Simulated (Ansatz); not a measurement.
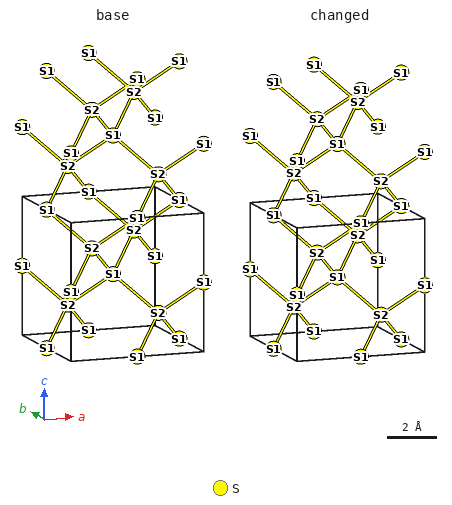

Left: a symmetric starting cell of S (made from another compound by putting S in place of Se). Right: the same structure after one change, at the same scale. A ball-and-stick model of the conventional cell (4 times the calculation's cell), repeated 1 × 1 × 2 with one cell outlined, seen slightly off an axis. Lengths and directions refer to the drawn axes.

Computed with DFT PBE, scalar-relativistic, plane waves, PAW (Ansatz). Set-up: plane-wave cutoff 420 eV; k-point mesh 14 × 14 × 14; occupations gaussian; smearing width 0.1 eV; no spin polarisation.

> What was changed?

All lengths are scaled by −3.8 % (volume −10.9 %), the atoms keeping their fractional coordinates. No relaxation follows. The starting cell wasn't computed here and needn't be at equilibrium, so pressure and forces aren't due to the change alone.

> And its effect?

Near-neighbour distances before and after: S–S 2.504 → 2.410 Å. The space group stays Fd-3m (No. 227). The pressure is 6.4 GPa (not all of it need come from the change, since the unchanged cell can be under pressure at this level too). All forces vanish by symmetry.
